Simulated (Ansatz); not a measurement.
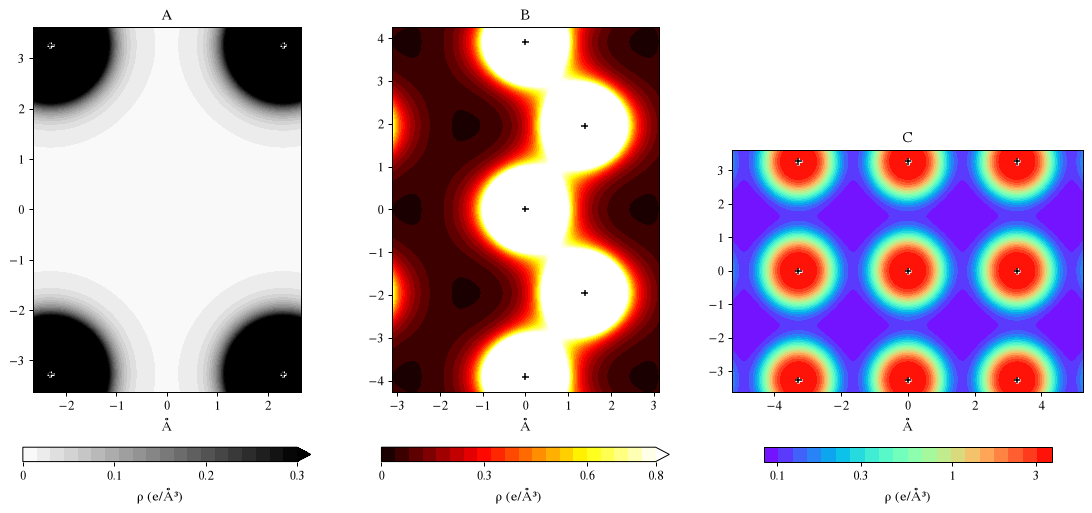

The valence charge density (pseudo) of 3 systems, each on a plane through atoms (crosses mark nuclei in the plane).

All numbers below come from DFT, r2SCAN, plane waves (500 eV) with PAW, scalar-relativistic (Ansatz 0.2.0).

System 1: Rb, the (011) plane of the conventional cell. Space group Pm-3m; set up as Rb, simple cubic; a generated structure, not necessarily the stable one; computed without spin polarisation.

```yaml
crystal:
  lattice:
    - [4.62183, 0.00000, 0.00000]
    - [0.00000, 4.62183, 0.00000]
    - [0.00000, 0.00000, 4.62183]
  atoms:
    - { symbol: Rb, position: [0.00000, 0.00000, 0.00000] }
```

System 2: Y, the (100) plane of the conventional cell. Space group Pm-3m; set up as Y, simple cubic; a generated structure, not necessarily the stable one; computed without spin polarisation.

```
CELL_PARAMETERS angstrom
3.26655 0.00000 0.00000
0.00000 3.26655 0.00000
0.00000 0.00000 3.26655
ATOMIC_POSITIONS crystal
Y 0.00000 0.00000 0.00000
```

System 3: Ir, the (011) plane of the conventional cell. Space group Fd-3m; set up as Ir, diamond; a generated structure, not necessarily the stable one; computed without spin polarisation.

```yaml
crystal:
  lattice:
    - [5.52714, 0.00000, 0.00000]
    - [0.00000, 5.52714, 0.00000]
    - [0.00000, 0.00000, 5.52714]
  atoms:
    - { symbol: Ir, position: [0.75000, 0.25000, 0.25000] }
    - { symbol: Ir, position: [0.25000, 0.75000, 0.25000] }
    - { symbol: Ir, position: [0.25000, 0.25000, 0.75000] }
    - { symbol: Ir, position: [0.75000, 0.75000, 0.75000] }
    - { symbol: Ir, position: [0.50000, 0.00000, 0.00000] }
    - { symbol: Ir, position: [0.00000, 0.50000, 0.00000] }
    - { symbol: Ir, position: [0.00000, 0.00000, 0.50000] }
    - { symbol: Ir, position: [0.50000, 0.50000, 0.50000] }
```

**Match each panel to its system.**

Panel A is system 1, Rb: the plane holds Rb. Rb–Rb (4.62 Å): ρ is about 0.01 e/Å³ halfway. Panel B is system 3, Ir: the plane holds Ir. Ir–Ir (2.39 Å): the density is about 0.84 e/Å³ at the midpoint. Panel C is system 2, Y: the plane holds Y. Y–Y (3.27 Å): the density is about 0.11 e/Å³ at the midpoint.
